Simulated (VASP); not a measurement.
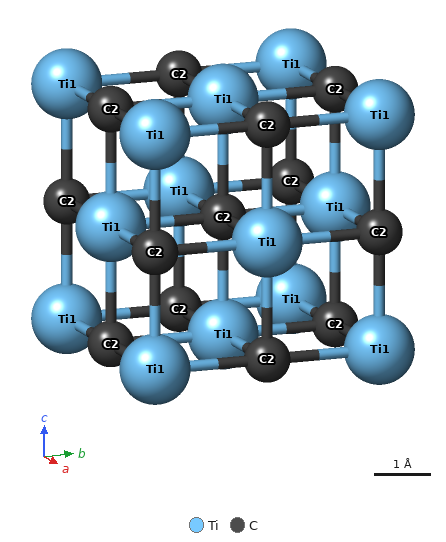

The starting structure (ball-and-stick view of the cell 4 times as large as that of the calculation, set on its symmetry axes, seen slightly off an axis; atoms are numbered from 1 in the order of the input). An atom can appear more than once, as a periodic image.

**Geometry relaxation of TiC (part 1 of 2)**

TiC (Fm-3m, 2 atoms in the cell), computed with Kohn-Sham DFT of a periodic cell, PBEsol, VASP PAW PBE potentials, recommended, no spin polarisation (VASP 6.6.1).

The structure derives from an entry of the Crystallography Open Database.

**OSZICAR**
```
N       E                     dE             d eps       ncg     rms          rms(c)
DAV:   1     0.116996799949E+03    0.11700E+03   -0.84410E+03  3480   0.160E+03
DAV:   2    -0.152162857908E+02   -0.13221E+03   -0.12575E+03  3604   0.381E+02
DAV:   3    -0.247226009781E+02   -0.95063E+01   -0.91517E+01  4524   0.980E+01
DAV:   4    -0.251874287485E+02   -0.46483E+00   -0.46402E+00  4580   0.206E+01
DAV:   5    -0.252027214985E+02   -0.15293E-01   -0.15291E-01  4676   0.330E+00    0.186E+01
RMM:   6    -0.201285983539E+02    0.50741E+01   -0.25439E+01  4232   0.463E+01    0.530E+00
RMM:   7    -0.196905489128E+02    0.43805E+00   -0.23519E+00  4136   0.177E+01    0.436E+00
RMM:   8    -0.197529017164E+02   -0.62353E-01   -0.11171E+00  4469   0.618E+00    0.158E+00
RMM:   9    -0.197819159573E+02   -0.29014E-01   -0.27796E-01  4833   0.368E+00    0.101E+00
RMM:  10    -0.197918774571E+02   -0.99615E-02   -0.12534E-01  4941   0.227E+00    0.696E-01
RMM:  11    -0.197937940230E+02   -0.19166E-02   -0.43229E-02  4557   0.159E+00    0.290E-01
RMM:  12    -0.197962116790E+02   -0.24177E-02   -0.29396E-02  5002   0.965E-01    0.157E-01
RMM:  13    -0.197966350363E+02   -0.42336E-03   -0.72898E-03  5057   0.615E-01    0.152E-02
RMM:  14    -0.197972898365E+02   -0.65480E-03   -0.70302E-03  5166   0.383E-01    0.327E-02
RMM:  15    -0.197975318206E+02   -0.24198E-03   -0.26288E-03  5121   0.313E-01    0.410E-02
RMM:  16    -0.197977213597E+02   -0.18954E-03   -0.21713E-03  5128   0.211E-01    0.189E-02
RMM:  17    -0.197978164052E+02   -0.95045E-04   -0.10647E-03  4967   0.147E-01    0.128E-02
RMM:  18    -0.197978929496E+02   -0.76544E-04   -0.84562E-04  4837   0.112E-01    0.207E-02
RMM:  19    -0.197979325242E+02   -0.39575E-04   -0.45339E-04  4719   0.868E-02    0.249E-02
RMM:  20    -0.197979660315E+02   -0.33507E-04   -0.37879E-04  4759   0.710E-02    0.243E-02
RMM:  21    -0.197979836735E+02   -0.17642E-04   -0.20739E-04  4313   0.559E-02    0.252E-02
RMM:  22    -0.197979998283E+02   -0.16155E-04   -0.18235E-04  4580   0.506E-02    0.224E-02
RMM:  23    -0.197980086095E+02   -0.87813E-05   -0.10644E-04  4476   0.468E-02    0.149E-02
RMM:  24    -0.197980172016E+02   -0.85921E-05   -0.99340E-05  4421   0.366E-02    0.126E-02
RMM:  25    -0.197980219146E+02   -0.47130E-05   -0.57367E-05  4365   0.313E-02    0.873E-03
RMM:  26    -0.197980266496E+02   -0.47350E-05   -0.55441E-05  4011   0.247E-02    0.817E-03
RMM:  27    -0.197980294751E+02   -0.28255E-05   -0.34072E-05  4301   0.251E-02    0.324E-03
RMM:  28    -0.197980322034E+02   -0.27283E-05   -0.32864E-05  3615   0.184E-02    0.260E-03
RMM:  29    -0.197980339058E+02   -0.17024E-05   -0.21761E-05  3386   0.154E-02    0.214E-03
RMM:  30    -0.197980355809E+02   -0.16751E-05   -0.20389E-05  3337   0.134E-02    0.186E-03
RMM:  31    -0.197980367084E+02   -0.11275E-05   -0.14810E-05  3141   0.115E-02    0.190E-03
RMM:  32    -0.197980378001E+02   -0.10917E-05   -0.13562E-05  3471   0.121E-02    0.440E-04
RMM:  33    -0.197980385816E+02   -0.78153E-06   -0.10576E-05  2968   0.930E-03    0.325E-04
RMM:  34    -0.197980392864E+02   -0.70484E-06   -0.92728E-06  2922   0.823E-03    0.210E-04
RMM:  35    -0.197980398813E+02   -0.59487E-06   -0.78164E-06  2761   0.741E-03    0.199E-04
RMM:  36    -0.197980403871E+02   -0.50577E-06   -0.67543E-06  2600   0.654E-03    0.721E-05
RMM:  37    -0.197980408345E+02   -0.44744E-06   -0.59076E-06  2414   0.593E-03    0.910E-05
RMM:  38    -0.197980412157E+02   -0.38122E-06   -0.51238E-06  2310   0.558E-03    0.671E-05
RMM:  39    -0.197980415635E+02   -0.34775E-06   -0.46492E-06  2200   0.522E-03    0.962E-05
RMM:  40    -0.197980418561E+02   -0.29263E-06   -0.39833E-06  2237   0.495E-03    0.890E-05
RMM:  41    -0.197980421353E+02   -0.27916E-06   -0.37964E-06  2102   0.468E-03    0.118E-04
RMM:  42    -0.197980423638E+02   -0.22853E-06   -0.31820E-06  2126   0.449E-03    0.150E-04
RMM:  43    -0.197980425992E+02   -0.23541E-06   -0.32054E-06  2035   0.420E-03    0.153E-04
RMM:  44    -0.197980427827E+02   -0.18346E-06   -0.26015E-06  2045   0.407E-03    0.183E-04
RMM:  45    -0.197980429863E+02   -0.20363E-06   -0.27677E-06  1982   0.388E-03    0.203E-04
RMM:  46    -0.197980431340E+02   -0.14766E-06   -0.21419E-06  1970   0.375E-03    0.218E-04
RMM:  47    -0.197980433087E+02   -0.17475E-06   -0.23965E-06  1948   0.366E-03    0.221E-04
RMM:  48    -0.197980434333E+02   -0.12460E-06   -0.18084E-06  1975   0.356E-03    0.231E-04
RMM:  49    -0.197980435832E+02   -0.14987E-06   -0.20704E-06  1927   0.344E-03    0.231E-04
RMM:  50    -0.197980436860E+02   -0.10286E-06   -0.15315E-06  1911   0.335E-03    0.252E-04
RMM:  51    -0.197980438145E+02   -0.12846E-06   -0.18036E-06  1887   0.323E-03    0.278E-04
RMM:  52    -0.197980439023E+02   -0.87801E-07   -0.13141E-06  1902   0.318E-03    0.300E-04
RMM:  53    -0.197980440193E+02   -0.11704E-06   -0.16077E-06  1876   0.307E-03    0.310E-04
RMM:  54    -0.197980440918E+02   -0.72499E-07   -0.11176E-06  1870   0.304E-03    0.301E-04
RMM:  55    -0.197980441968E+02   -0.10491E-06   -0.14257E-06  1900   0.301E-03    0.330E-04
RMM:  56    -0.197980442573E+02   -0.60522E-07   -0.97134E-07  1826   0.293E-03
   1 F= -.19798044E+02 E0= -.19797050E+02  d E =-.197980E+02
       N       E                     dE             d eps       ncg     rms          rms(c)
DAV:   1    -0.200545367683E+02   -0.25649E+00   -0.60321E+00  3556   0.399E+01    0.508E+00
RMM:   2    -0.198039866954E+02    0.25055E+00   -0.87430E-01  4061   0.128E+01    0.153E+00
RMM:   3    -0.197732324487E+02    0.30754E-01   -0.17985E-01  4365   0.404E+00    0.601E-01
RMM:   4    -0.197807884233E+02   -0.75560E-02   -0.15823E-01  4291   0.305E+00    0.371E-01
RMM:   5    -0.197871956643E+02   -0.64072E-02   -0.44611E-02  4717   0.147E+00    0.293E-01
RMM:   6    -0.197895910535E+02   -0.23954E-02   -0.13479E-02  4913   0.713E-01    0.308E-01
RMM:   7    -0.197895634088E+02    0.27645E-04   -0.44777E-03  4673   0.438E-01    0.447E-01
RMM:   8    -0.197930751211E+02   -0.35117E-02   -0.47200E-03  4959   0.487E-01    0.372E-01
RMM:   9    -0.197936669864E+02   -0.59187E-03   -0.27737E-03  4389   0.532E-01    0.156E-01
RMM:  10    -0.197939990651E+02   -0.33208E-03   -0.12906E-03  4539   0.358E-01    0.838E-02
RMM:  11    -0.197940661617E+02   -0.67097E-04   -0.47983E-04  5007   0.180E-01    0.841E-02
RMM:  12    -0.197940978935E+02   -0.31732E-04   -0.20826E-04  4303   0.140E-01    0.101E-01
RMM:  13    -0.197940516277E+02    0.46266E-04   -0.19570E-04  4641   0.109E-01    0.670E-02
RMM:  14    -0.197940229188E+02    0.28709E-04   -0.26260E-04  4711   0.163E-01    0.164E-02
RMM:  15    -0.197940342491E+02   -0.11330E-04   -0.71016E-05  4650   0.668E-02    0.972E-03
RMM:  16    -0.197940393797E+02   -0.51306E-05   -0.57745E-05  4813   0.438E-02    0.456E-03
RMM:  17    -0.197940424293E+02   -0.30496E-05   -0.26030E-05  4727   0.293E-02    0.235E-03
RMM:  18    -0.197940438965E+02   -0.14672E-05   -0.17084E-05  4432   0.201E-02    0.113E-03
RMM:  19    -0.197940448117E+02   -0.91525E-06   -0.10458E-05  3926   0.148E-02    0.153E-03
RMM:  20    -0.197940454636E+02   -0.65194E-06   -0.82399E-06  3703   0.121E-02    0.309E-04
RMM:  21    -0.197940459250E+02   -0.46135E-06   -0.55539E-06  3187   0.900E-03    0.306E-04
RMM:  22    -0.197940463275E+02   -0.40252E-06   -0.46973E-06  2949   0.767E-03    0.393E-04
RMM:  23    -0.197940466069E+02   -0.27943E-06   -0.32815E-06  2670   0.648E-03    0.295E-04
RMM:  24    -0.197940468544E+02   -0.24745E-06   -0.29250E-06  2785   0.587E-03    0.656E-05
RMM:  25    -0.197940470185E+02   -0.16415E-06   -0.20676E-06  2513   0.524E-03    0.338E-05
RMM:  26    -0.197940471764E+02   -0.15786E-06   -0.19677E-06  2338   0.475E-03    0.764E-05
RMM:  27    -0.197940472861E+02   -0.10965E-06   -0.13980E-06  2294   0.436E-03    0.600E-05
RMM:  28    -0.197940473953E+02   -0.10923E-06   -0.13468E-06  2296   0.414E-03    0.424E-05
RMM:  29    -0.197940474706E+02   -0.75269E-07   -0.10155E-06  2134   0.384E-03    0.628E-05
RMM:  30    -0.197940475403E+02   -0.69721E-07   -0.95168E-07  2032   0.365E-03
   2 F= -.19794048E+02 E0= -.19793102E+02  d E =0.399672E-02
       N       E                     dE             d eps       ncg     rms          rms(c)
DAV:   1    -0.198934380877E+02   -0.99391E-01   -0.20460E+00  3904   0.239E+01    0.308E+00
RMM:   2    -0.198078294800E+02    0.85609E-01   -0.36392E-01  4065   0.816E+00    0.963E-01
RMM:   3    -0.197945352488E+02    0.13294E-01   -0.70637E-02  4306   0.255E+00    0.362E-01
RMM:   4    -0.197975755338E+02   -0.30403E-02   -0.59057E-02  4306   0.183E+00    0.212E-01
RMM:   5    -0.198002252067E+02   -0.26497E-02   -0.17270E-02  4723   0.882E-01    0.171E-01
RMM:   6    -0.198012741018E+02   -0.10489E-02   -0.55956E-03  4907   0.446E-01    0.174E-01
RMM:   7    -0.198018265390E+02   -0.55244E-03   -0.15241E-03  4627   0.300E-01    0.118E-01
RMM:   8    -0.198025248376E+02   -0.69830E-03   -0.18514E-03  4901   0.382E-01    0.121E-01
RMM:   9    -0.198024395195E+02    0.85318E-04   -0.10573E-03  4480   0.296E-01    0.325E-02
RMM:  10    -0.198025032358E+02   -0.63716E-04   -0.42655E-04  5061   0.128E-01    0.212E-02
RMM:  11    -0.198025379562E+02   -0.34720E-04   -0.26272E-04  4717   0.111E-01    0.143E-02
RMM:  12    -0.198025486787E+02   -0.10723E-04   -0.11134E-04  5157   0.674E-02    0.195E-02
RMM:  13    -0.198025537745E+02   -0.50958E-05   -0.78709E-05  4790   0.479E-02    0.837E-03
RMM:  14    -0.198025573174E+02   -0.35429E-05   -0.44652E-05  4720   0.323E-02    0.379E-03
RMM:  15    -0.198025590194E+02   -0.17020E-05   -0.26082E-05  4480   0.257E-02    0.491E-03
RMM:  16    -0.198025607862E+02   -0.17668E-05   -0.19493E-05  4350   0.205E-02    0.207E-03
RMM:  17    -0.198025619264E+02   -0.11402E-05   -0.12633E-05  3946   0.145E-02    0.329E-04
RMM:  18    -0.198025627743E+02   -0.84790E-06   -0.93702E-06  3270   0.115E-02    0.123E-03
RMM:  19    -0.198025633028E+02   -0.52845E-06   -0.70220E-06  3172   0.925E-03    0.668E-04
RMM:  20    -0.198025637143E+02   -0.41156E-06   -0.49796E-06  3059   0.797E-03    0.402E-04
RMM:  21    -0.198025640615E+02   -0.34714E-06   -0.41984E-06  2870   0.690E-03    0.138E-04
RMM:  22    -0.198025642967E+02   -0.23524E-06   -0.29438E-06  2580   0.608E-03    0.652E-05
RMM:  23    -0.198025645134E+02   -0.21669E-06   -0.25104E-06  2193   0.529E-03    0.134E-04
RMM:  24    -0.198025646579E+02   -0.14446E-06   -0.18020E-06  2165   0.476E-03    0.158E-04
RMM:  25    -0.198025648041E+02   -0.14620E-06   -0.15984E-06  2117   0.447E-03    0.395E-04
RMM:  26    -0.198025648935E+02   -0.89406E-07   -0.11857E-06  1949   0.395E-03    0.377E-04
RMM:  27    -0.198025649710E+02   -0.77522E-07   -0.10477E-06  2032   0.378E-03    0.221E-04
RMM:  28    -0.198025650235E+02   -0.52537E-07   -0.79799E-07  2136   0.366E-03
   3 F= -.19802565E+02 E0= -.19801590E+02  d E =-.452077E-02
```

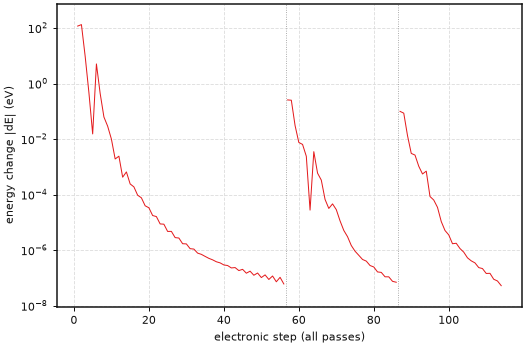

Convergence of the self-consistent field: energy change |dE| against the electronic step. Each stretch between dotted lines is the SCF of one geometry step of a relaxation. The 3 ionic steps take 28 to 56 electronic steps each. The density is held fixed in the first few steps, and dE rises again when its update begins.

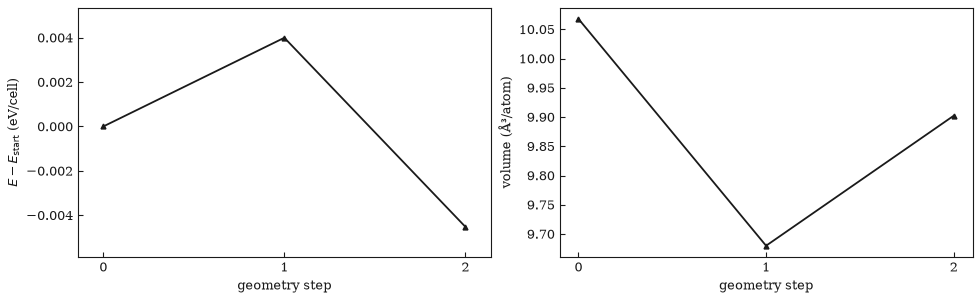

Progress of the relaxation, step by step (steps are counted from 0).

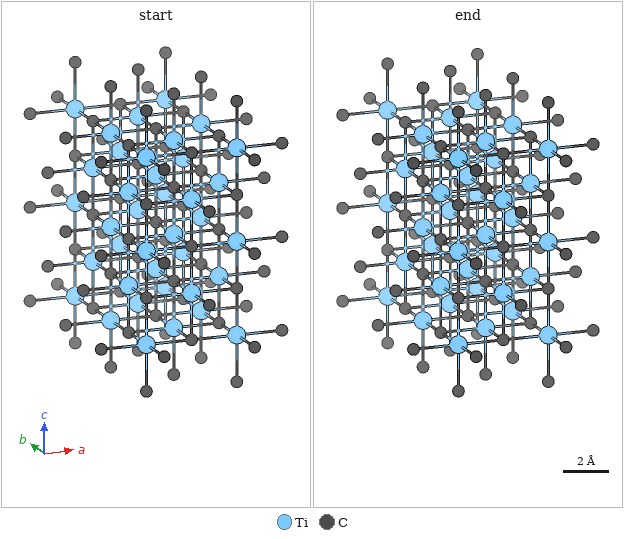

Before (left) and after (right) the relaxation, at one scale (ball-and-stick view of the cell 4 times as large as that of the calculation, set on its symmetry axes, repeated 1 × 2 × 2, with bonded neighbours outside it, seen slightly off an axis). No atom moves by more than 0.005 Å relative to the cell. The drawn cell changes as follows: a = b = c 4.319 → 4.295 Å (−0.6 %); the volume changes by −1.6 %. Distances before and after: Ti1–C2 2.159 → 2.147 Å. The space group stays Fm-3m (No. 225). The energy falls by 4.5 meV per cell of the calculation in 2 geometry steps. All forces vanish by symmetry, so only the cell relaxes. (Atoms are counted from 1 in the order of the input.)

**Parts of OUTCAR**
```
EDIFF = 1E-7
   EDIFFG = -0.002
   ENCUT = 520
   GGA = PS
   IBRION = 2
   ISIF = 3
   ISMEAR = 0
   LASPH = True
   LREAL = False
   NELM = 100
   NSW = 80
   PREC = Accurate

 ion  position               nearest neighbor table
   1  0.000  0.000  0.000-   2 2.16   2 2.16   2 2.16   2 2.16   2 2.16   2 2.16
   2  0.500  0.500  0.500-   1 2.16   1 2.16   1 2.16   1 2.16   1 2.16   1 2.16

  LATTYP: Found a face centered cubic cell.
 ALAT       =     4.3186000000

  Lattice vectors:

 A1 = (   0.0000000000,   2.1593000000,   2.1593000000)
 A2 = (   2.1593000000,   0.0000000000,   2.1593000000)
 A3 = (   2.1593000000,   2.1593000000,   0.0000000000)

Analysis of symmetry for initial positions (statically):
=====================================================================
 Subroutine PRICEL returns:
 Original cell was already a primitive cell.

 Routine SETGRP: Setting up the symmetry group for a
 face centered cubic supercell.

 Subroutine GETGRP returns: Found 48 space group operations
 (whereof 48 operations were pure point group operations)
 out of a pool of 48 trial point group operations.

The static configuration has the point symmetry O_h .

Analysis of symmetry for dynamics (positions and initial velocities):
=====================================================================
 Subroutine PRICEL returns:
 Original cell was already a primitive cell.

 Routine SETGRP: Setting up the symmetry group for a
 face centered cubic supercell.

 Subroutine GETGRP returns: Found 48 space group operations
 (whereof 48 operations were pure point group operations)
 out of a pool of 48 trial point group operations.

The dynamic configuration has the point symmetry O_h .

 Subroutine INISYM returns: Found 48 space group operations
 (whereof 48 operations are pure point group operations),
 and found     1 'primitive' translations

----------------------------------------------------------------------------------------

                                     Primitive cell

  volume of cell :      20.1358

  direct lattice vectors                    reciprocal lattice vectors
     0.000000000  2.159300000  2.159300000    -0.231556523  0.231556523  0.231556523
     2.159300000  0.000000000  2.159300000     0.231556523 -0.231556523  0.231556523
     2.159300000  2.159300000  0.000000000     0.231556523  0.231556523 -0.231556523

  length of vectors
     3.053711345  3.053711345  3.053711345     0.401067663  0.401067663  0.401067663

  position of ions in fractional coordinates (direct lattice)
     0.000000000  0.000000000  0.000000000
     0.500000000  0.500000000  0.500000000

  ion indices of the primitive-cell ions
   primitive index   ion index
                 1           1
                 2           2

----------------------------------------------------------------------------------------

 KPOINTS: k-points

Automatic generation of k-mesh.
 Grid dimensions read from file:
 generate k-points for:   16   16   16

 Generating k-lattice:

  Cartesian coordinates                     Fractional coordinates (reciprocal lattice)
    -0.014472283  0.014472283  0.014472283     0.062500000  0.000000000  0.000000000
     0.014472283 -0.014472283  0.014472283     0.000000000  0.062500000  0.000000000
     0.014472283  0.014472283 -0.014472283     0.000000000  0.000000000  0.062500000

  Length of vectors
     0.025066729  0.025066729  0.025066729

  Shift w.r.t. Gamma in fractional coordinates (k-lattice)
     0.000000000  0.000000000  0.000000000

 Subroutine IBZKPT returns following result:
 ===========================================

 Found    145 irreducible k-points:
```
